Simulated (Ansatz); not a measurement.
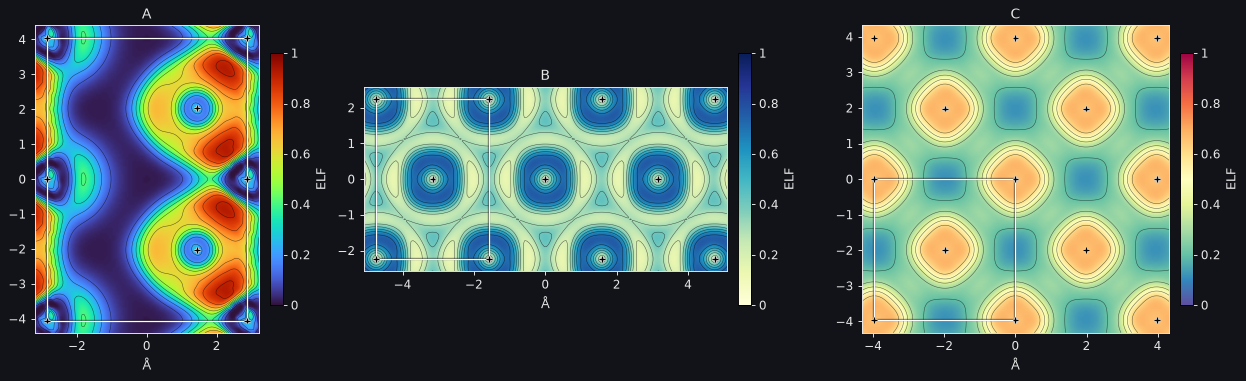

The electron localisation function of 3 systems, each on a plane through atoms (crosses mark nuclei in the plane).

Level of theory: DFT PBE, scalar-relativistic, plane waves, PAW in Ansatz.

System 1: Pt, the (001) plane of the conventional cell. Space group Fm-3m.

```
Pt
1.0
     3.97011    0.00000    0.00000
     0.00000    3.97011    0.00000
     0.00000    0.00000    3.97011
Pt
4
Direct
  0.00000 0.00000 0.00000
  0.50000 0.50000 0.00000
  0.50000 0.00000 0.50000
  0.00000 0.50000 0.50000
```

System 2: Mo, the (101̄) plane of the conventional cell. Space group Im-3m; computed without spin polarisation.

```
Mo
1.0
     3.16142    0.00000    0.00000
     0.00000    3.16142    0.00000
     0.00000    0.00000    3.16142
Mo
2
Direct
  0.00000 0.00000 0.00000
  0.50000 0.50000 0.50000
```

System 3: AlAs, the (011) plane of the conventional cell. Space group F-43m.

Q: Match each panel to its system.

A: Panel A is system 3, AlAs: the plane holds Al and As. Al–As (2.48 Å): the ELF peaks at about 0.90 between the atoms: a shared electron pair. Panel B is system 2, Mo: the plane holds Mo. Mo–Mo (2.74 Å): the ELF is about 0.30 at the midpoint. Panel C is system 1, Pt: the plane holds Pt. Pt–Pt (2.81 Å): the ELF is about 0.30 at the midpoint (no shared electron pair shows on this line).
